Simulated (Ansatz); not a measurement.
# Pt: a changed input and its effect

System: Pt (I4₁/amd, 2 atoms in the cell).
Method of the first run: DFT, PBE, PAW with Ansatz's default frozen-core files, scalar-relativistic, no spin polarisation (Ansatz 0.2.0).

Text and figures count atoms from 1; the logs count them from 0 in places.

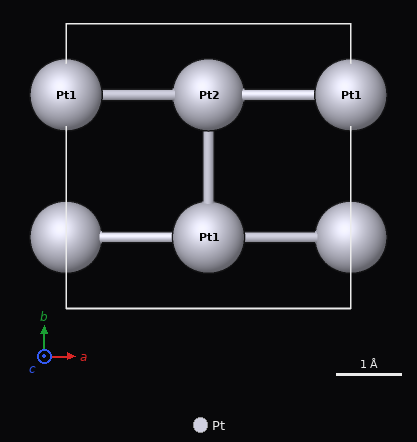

Figure 1. The structure (ball-and-stick view of the cell 2 times as large as that of the calculation, set on its symmetry axes, along the c axis; atoms are numbered from 1 in the order of the input). Near neighbours in the crystal (not all of them lie inside the picture): Pt has 6 Pt at 2.29 to 2.38 Å.

Input file, the first run:
```yaml
crystal:
  lattice:
    - [-2.2129677203, 2.2129677203, 1.1914009191]
    - [2.2129677203, -2.2129677203, 1.1914009191]
    - [2.2129677203, 2.2129677203, -1.1914009191]
  atoms:
    - { symbol: Pt, position: [-0.375, -0.125, -0.25] }
    - { symbol: Pt, position: [0.375, 0.125, 0.25] }
kpoints:
  mp_grid: { grid: [16, 16, 16] }
scf:
  occupations: { method: fermi_dirac, width: 0.05 }
hamiltonian:
  xc: pbe
  pseudopotentials: { kind: paw }
output:
  forces: true
  stress: true
  eigenvalues: true
  populations: true
```

Command:
```bash
ansatz run input.yaml --threads 1 --pin off --max-ram 2048MiB --backend cpu --events-out ev --progress --plain --runs-dir out
```

Hardware: 1 thread of Intel Xeon (Granite Rapids), 32 GiB of memory available, shared host.

Output, shortened to warnings, some set-up lines, iterations and results (the first run):
```
Basis set: ecut = 420 eV, 451 PW (Γ), exchange–correlation on 48×48×48 points (8 copies of the dense FFT grid, shifted against one another)
Symmetry: 16 space group operations
k-points: 349 of 4096
Initial density: superposition of atomic densities (neutral atoms: chi_scale 0, normalization atom), corrected by the library's trained network
[...]
SCF iter   1: F=—  HF=-25040.395772 eV  |F-HF|=—  |Δ(HF+E_count)|=         —  Δρ=1.09e-2  dr2=8.37e-3  ethr=1.77e-3  ⟨swp⟩=6.0  Hψ=33182  notcnv=0
SCF iter   2: F=—  HF=-25040.391837 eV  |F-HF|=—  |Δ(HF+E_count)|=   3.94e-3  Δρ=6.04e-3  dr2=2.65e-3  ethr=2.32e-5  ⟨swp⟩=1.8  Hψ=11876  notcnv=0
SCF iter   3: F=—  HF=-25040.390192 eV  |F-HF|=—  |Δ(HF+E_count)|=   1.65e-3  Δρ=4.35e-4  dr2=1.89e-5  ethr=7.36e-6  ⟨swp⟩=2.9  Hψ=13105  notcnv=0
SCF iter   4: F=—  HF=-25040.390184 eV  |F-HF|=—  |Δ(HF+E_count)|=   7.67e-6  Δρ=1.34e-4  dr2=2.49e-6  ethr=5.24e-8  ⟨swp⟩=2.0  Hψ=12648  notcnv=0
SCF iter   5: F=-25040.390184 eV  HF=-25040.390184 eV  |F-HF|=1.65e-9  |Δ(HF+E_count)|=   4.70e-7  Δρ=1.49e-5  dr2=1.28e-8  ethr=6.93e-9  ⟨swp⟩=2.1  Hψ=11612  notcnv=0
SCF iter   6: F=-25040.390184 eV  HF=-25040.390184 eV  |F-HF|=9.09e-11  |Δ(HF+E_count)|=   7.02e-9  Δρ=2.04e-6  dr2=2.60e-10  ethr=3.55e-11  ⟨swp⟩=2.1  Hψ=25144  notcnv=0
SCF 1 converged in 6 iterations: F = -25040.390184 eV  dr2 = 2.60e-10
SCF converged after 6 iterations
Free energy (F): -25040.390184 eV
Harris-Foulkes:  -25040.390184 eV  (|F-HF|=9.09e-11)
Internal energy: -25040.379716 eV  (E = F + TS)
E sigma→0 (E₀):  -25040.384950 eV
Entropy (-TS):   -0.010468 eV (-5.234 meV/atom)
Fermi energy:    32.447384 eV
--- Per-component energies (eV) ---
  E_band       = 11.515709
  E_kinetic    = 1316.642764
  E_local      = -2364.142568  (includes V_loc(G=0)·N_el)
  E_nonlocal   = 404.720208
  E_hartree    = 931.930665
  E_xc         = -536.250522
  E_vxc        = -622.768507  (∫ρ·V_xc dr)
  E_paw        = -18914.227974  (= ΣΔE_a)
  E_vpaw       = -586.798531  (= ΣTr[D̂ρ^β])
  E_aug_tail   = 0.000425  (compensation charges beyond the density's cutoff)
  E_ewald      = -5879.052713
  E_smearing   = -0.010468  (= −TS)
  E_closure    = 0.000000  (closes the sum)
  Σ components = -25040.390184   (vs F -25040.390184, Δ=0.00e0)
--- Forces (eV/Å), atoms counted from 1 ---
  atom   1  Pt     0.00000000    -0.00000000     0.00000000
  atom   2  Pt     0.00000000    -0.00000000     0.00000000
  max |Σ_I F_I| component: 1.67e-16 eV/Å
--- Stress (GPa, compression-positive) ---
      217.696067       0.000000       0.000000
        0.000000     217.696067       0.000000
        0.000000       0.000000     217.695476
  P = ⅓ Tr σ = 217.6959 GPa (2176.959 kbar)
--- Löwdin populations: 2 sites ---
  site symbol       q [e]
     0     Pt     17.8440
     1     Pt     17.8440
  spilling = 0.008665 (of n_electrons = 36.000000)
```

The input of the second run differs as follows (lines with − go, lines with + come):
```diff
-  pseudopotentials: { kind: paw }
+  pseudopotentials: { kind: all_electron, lapw: { basis_error: 0.001 } }
```

Predict how the results change.

The total energies belong to different models, so their difference says nothing on which is more stable or more accurate. The pressure goes from 217.70 to 217.54 GPa. The SCF takes 8 iterations against 6. The plane waves at Γ go from 451 to 453. On the same kind of shared host the second run took about 21 times as long. The two runs start from different initial densities, which also moves the count.

Output, shortened to warnings, some set-up lines, iterations and results (the second run):
```
Basis set: ecut = 428.9319178469449 eV, 453 PW (Γ), FFT grids on a1+a2, a2, a3, exchange–correlation at level 2
Symmetry: 16 space group operations
k-points: 349 of 4096
Initial density: superposition of atomic densities (chi_scale 0.1, normalization cell)
[...]
SCF iter   1: F=—  HF=-1001909.330945 eV  |F-HF|=—  |Δ(HF+E_count)|=         —  Δρ=4.63e-2  dr2=2.76e-1  ethr=2.87e-4  ⟨swp⟩=3.0  Hψ=122584  notcnv=0
SCF iter   2: F=—  HF=-1001909.027177 eV  |F-HF|=—  |Δ(HF+E_count)|=   3.04e-1  Δρ=2.01e-2  dr2=5.55e-2  ethr=2.87e-4  ⟨swp⟩=2.0  Hψ=61428  notcnv=0
SCF iter   3: F=—  HF=-1001909.012035 eV  |F-HF|=—  |Δ(HF+E_count)|=   1.51e-2  Δρ=1.23e-2  dr2=2.44e-2  ethr=5.78e-5  ⟨swp⟩=2.0  Hψ=58051  notcnv=0
SCF iter   4: F=—  HF=-1001909.008663 eV  |F-HF|=—  |Δ(HF+E_count)|=         —  Δρ=5.84e-3  dr2=6.51e-3  ethr=2.54e-5  ⟨swp⟩=2.0  Hψ=58061  notcnv=0
SCF iter   5: F=—  HF=-1001909.009326 eV  |F-HF|=—  |Δ(HF+E_count)|=   6.64e-4  Δρ=1.88e-3  dr2=7.78e-4  ethr=6.78e-6  ⟨swp⟩=2.0  Hψ=58174  notcnv=0
SCF iter   6: F=—  HF=-1001909.009434 eV  |F-HF|=—  |Δ(HF+E_count)|=   1.07e-4  Δρ=4.77e-4  dr2=3.29e-5  ethr=3.43e-8  ⟨swp⟩=2.0  Hψ=99338  notcnv=0
SCF iter   7: F=—  HF=-1001909.009434 eV  |F-HF|=—  |Δ(HF+E_count)|=   1.62e-7  Δρ=8.01e-5  dr2=8.52e-7  ethr=3.42e-8  ⟨swp⟩=2.0  Hψ=58045  notcnv=0
SCF iter   8: F=-1001909.009434 eV  HF=-1001909.009434 eV  |F-HF|=9.66e-9  |Δ(HF+E_count)|=   3.02e-8  Δρ=1.63e-5  dr2=3.65e-8  ethr=8.88e-10  ⟨swp⟩=2.0  Hψ=58045  notcnv=0
SCF 1 converged in 8 iterations: F = -1001909.009434 eV  dr2 = 3.65e-8
SCF converged after 8 iterations
Free energy (F): -1001909.009434 eV
Harris-Foulkes:  -1001909.009434 eV  (|F-HF|=9.66e-9)
Internal energy: -1001908.998975 eV  (E = F + TS)
E sigma→0 (E₀):  -1001909.004204 eV
Entropy (-TS):   -0.010459 eV (-5.229 meV/atom)
Fermi energy:    39.544448 eV
--- Per-component energies (eV) ---
  E_band       = -11543.679886
  E_kinetic    = 1137871.465372
  E_xc         = -19401.908733
  E_electrostatic = -2120378.555615  (all electrons and nuclei)
  E_smearing   = -0.010459  (= −TS)
  E_closure    = -0.000000  (closes the sum)
  E_atoms      = -1001902.435662  (free atoms, spherical and without spin; not in F)
  Σ components = -1001909.009434   (vs F -1001909.009434, Δ=0.00e0)
  Basis errors (estimates in eV, not in F): energy 3.4e-4 per atom: plane waves 3.0e-4 (1.6e-4 summed), levels above the bands 5.6e-191, relativity 1.9e-8, radial functions 4.2e-5, core shells 4.3e-7; eigenvalues (radial functions only) 6.6e-6; not estimated: angular momenta, meshes, grids; target …
--- Forces (eV/Å), atoms counted from 1 ---
  atom   1  Pt     0.00000000    -0.00000000     0.00000000
  atom   2  Pt    -0.00000000    -0.00000000     0.00000000
  max |Σ_I F_I| component: 1.39e-16 eV/Å
--- Stress (GPa, compression-positive) ---
      217.560757       0.000000      -0.000000
        0.000000     217.560757       0.000000
       -0.000000       0.000000     217.503051
  P = ⅓ Tr σ = 217.5415 GPa (2175.415 kbar)
--- Löwdin populations: 2 sites ---
  site symbol       q [e]
     0     Pt     77.8552
     1     Pt     77.8552
  spilling = 0.001857 (of n_electrons = 156.000000)
```

The two runs side by side:

```tsv
quantity	the first run	the second run
outcome	converged	converged
free energy per atom (eV)	−12520.1951	−500954.5047
energy per atom, smearing taken to zero (eV)	−12520.1925	−500954.5021
pressure (GPa)	217.70	217.54
largest force (eV/Å)	0.000	0.000
SCF iterations	6	8
irreducible k-points	349	349
plane waves at Γ	451	453
wall time (shared host)	5.1 s	1.8 min
```

For both runs: Spin–orbit coupling is left out, which matters for Pt. The cell is under a pressure of 218 GPa at this level, so it is not at its equilibrium volume.
